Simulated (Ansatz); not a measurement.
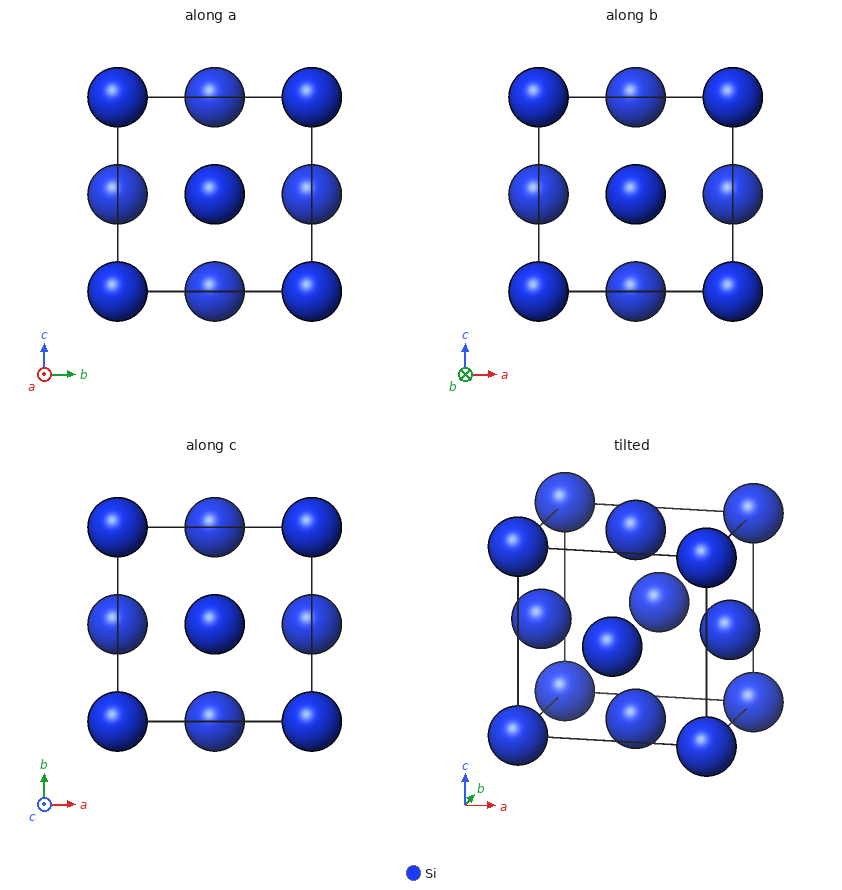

A spheres-only rendering, viewed along the a axis, along the b axis, along the c axis and slightly off an axis. Lines trace the edges of the conventional unit cell.

Lattice parameters: a = 3.720 Å, b = 3.720 Å, c = 3.720 Å, α = 90.00°, β = 90.00°, γ = 90.00°.

**Reconstruct the structure as a table of Wyckoff sites.**

Space group Fm-3m (No. 225).
```
atom  site       x       y       z
  Si    4a  0.0000  0.0000  0.0000
```

The structure was taken from a structure type filled with this element by a generator (whether the element takes this form wasn't checked). Earlier steps of the study may have refined or changed the cell and positions. It was run through Ansatz as a DFT input.

At this level of theory the cell isn't at rest (compressed, at 14 GPa), so its distances can differ from those at equilibrium, the more so the softer the solid.
